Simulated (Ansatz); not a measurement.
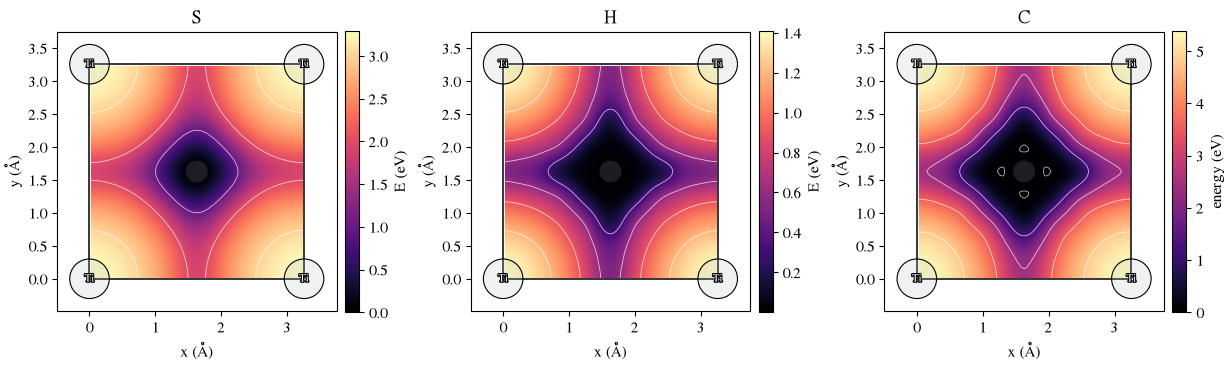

Three maps of one series, each from its own lowest grid point and on its own colour scale; the adsorbate changes from map to map. Adsorbates on a Ti(100) slab cut from the Im-3m phase, its upper half relaxed before the scan (4 atoms of substrate and one adsorbate in a 1 × 1 cell). 
- The adsorbate is moved over the surface cell; relaxed at each place: the height of the adsorbate's atoms; substrate rigid; the origin of the map has the adsorbate above Ti4.
- Places are given modulo a cell vector. The map is drawn in real space over the plane of the surface.
- The scan uses an 8 × 8 grid.
- Energies are in eV, from the lowest grid point.
- With one adsorbate in each 1 × 1 cell, its nearest image is 3.3 Å away, so neighbouring adsorbates interact.
- All numbers below come from DFT PBE, scalar-relativistic, plane waves, PAW (Ansatz 0.2.0). Settings: cutoff 420 eV, k-mesh 8×8×1, gaussian smearing 0.1 eV, no spin polarisation.

In the figure: a smooth colour map with a few white contour lines, labelled circles for the atoms of the top layer and small ones for the second layer, the outline of one cell of the plane. Between grid points the surface is interpolated.

The span runs from the lowest to the highest grid point.

| adsorbate | lowest grid point | span (eV) | height there (Å) |
| --- | --- | --- | --- |
| S | a fourfold hollow over a second-layer Ti atom | 3.30 | 0.98 |
| H | a fourfold hollow over a second-layer Ti atom | 1.41 | 0.45 |
| C | (3/8, 4/8) of the cell vectors | 5.39 | 0.37 |

For O: With one adsorbate in each 1 × 1 cell, its nearest image is 3.3 Å away, so neighbouring adsorbates interact. The runs have no spin polarisation; a magnetic state may lie lower.

**One more map of the series was computed, for the adsorbate O. What do you expect for it?**

The computed span is 2.78 eV, within the range of the others. The lowest grid point is a fourfold hollow over a second-layer Ti atom, as for S and H. The height there is 0.46 Å.

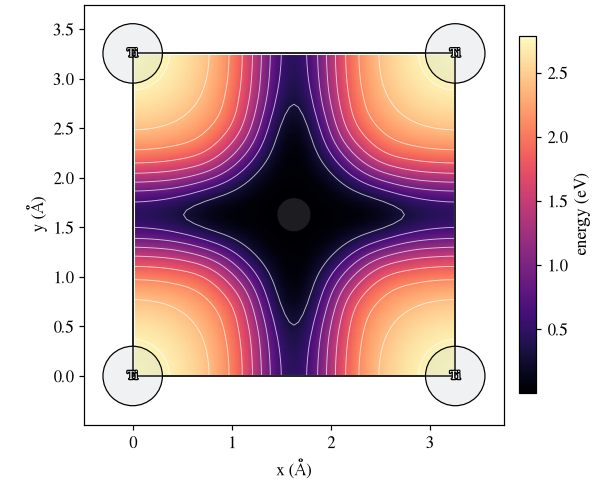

The map for O.

PAW datasets: the set soft_1.
